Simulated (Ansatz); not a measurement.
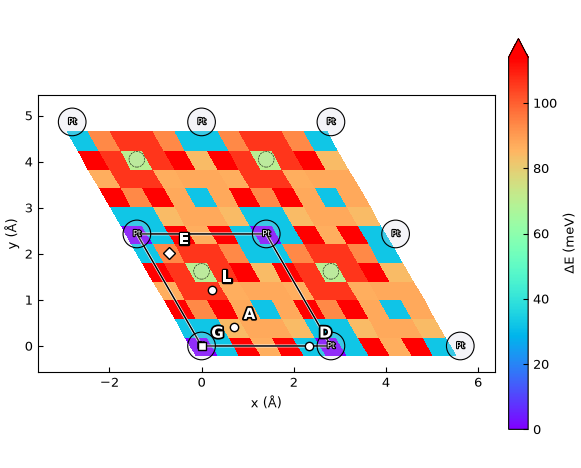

H on a Pt(111) slab cut from the Fm-3m phase, its upper half relaxed before the scan (3 atoms of substrate and one adsorbate in a 1 × 1 cell). H is moved over the surface cell; relaxed at each place: the height of the adsorbate's atoms and the top layer of the substrate; the origin of the map has the adsorbate above Pt3. Places are given modulo a cell vector. The map is drawn in real space over the plane of the surface. The scan uses a 6 × 6 grid; 10 points were computed and 26 follow by symmetry. Energies: meV, counted from the lowest grid point. With one adsorbate in each 1 × 1 cell, its nearest image is 2.8 Å away, so neighbouring adsorbates interact. The calculation used DFT PBE, scalar-relativistic, plane waves, PAW in Ansatz 0.2.0. Settings: cutoff 420 eV, k-mesh 12×12×1, gaussian smearing 0.1 eV, no spin polarisation.

The picture shows one coloured cell a grid point, labelled circles for the atoms of the top layer and small ones for the second layer, the outline of one cell of the 2 × 2 shown, one colour for all values above the top of the scale, lettered points.

**Is A the lowest point of the computed grid?**

No. A lies 84 meV above the lowest grid point, which is at the top site over a surface Pt atom, (0/6, 0/6) of the cell vectors.

**Rank the lettered points by energy, lowest first.**

G (0 meV), D (32 meV), A (84 meV), E (94 meV), L (106 meV).

PAW datasets: the set soft_1.
